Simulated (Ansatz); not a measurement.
# Gap against volume in diamond-structure Si, size series (64 atoms)

The cell holds 64 atoms: 64 Si. Cell: a = 10.972 Å, b = 10.971 Å, c = 10.972 Å, α = 90.0°, β = 90.0°, γ = 90.0°. It derives from Si (diamond-structure), repeated 2×2×2. The starting structure: Diamond-structure Si (a = 5.431 Å), 2 x 2 x 2 conventional cells; every coordinate displaced by a Gaussian of 0.05 Å.

Calculated with Ansatz 0.2.0: Kohn-Sham DFT, PBE, PAW (set soft_2), plane waves; cutoff 420 eV, Γ point, fixed occupations. The relaxed cell was scaled evenly and the atoms were relaxed at each volume. The gap is that between the highest filled and the lowest empty Kohn-Sham level on the run's k-points.

| volume (Å³/atom) | gap (eV) |
| --- | --- |
| 18.572 | 0.52 |
| 19.398 | 0.62 |
| 20.017 | 0.686 |
| 20.636 | 0.7464 |
| 21.255 | ? |
| 21.874 | 0.8512 |

Task: Fit a straight line in ln V to the rows given and interpolate to the withheld row.

**Working.**

A volume deformation potential makes the spacing linear in u = ln(V/V0), with V0 = 20.636 Å³ the relaxed volume; v is the spacing.

| u = ln(V/V0) | v (eV) |
| --- | --- |
| -0.105361 | 0.52 |
| -0.0618750 | 0.62 |
| -0.0304589 | 0.686 |
| 0 | 0.7464 |
| 0.0582682 | 0.8512 |

With n = 5: mean u = -0.0278854, mean v = 0.68472, Σ(u − ū)² = 0.015364, Σ(u − ū)(v − v̄) = 0.031021. Slope b = 0.031021 / 0.015364 = 2.0190; intercept a = v̄ − b ū = 0.74102.

At the withheld volume u = 0.02956, and v = a + b u.

Prediction at 21.255: 0.8007 eV. The run gave 0.8013 eV, so the fit is low by 6.0e-4 eV (0.075 % of the value).

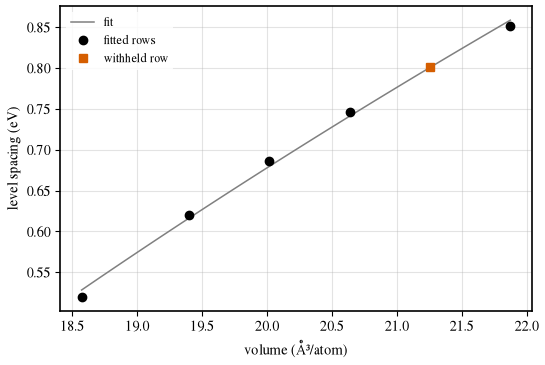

The fit, the rows that it rests on and the withheld row.

The slope, +2.02 eV, says that the spacing widens on expansion. Among the rows given, the largest miss of the fit is at 18.572, by 0.0083 eV (2.5 % of the range of the table).

Limits: The table spans 16 % in volume, wide for a linear law. Semilocal functionals tend to put gaps under measured ones. Only the Γ point is sampled. The mesh needn't hold the band edges.

[Hosts, paths, dates, database ids (printed as entryN), source tags and the programs' standing remarks are cut or masked in the printed files.]
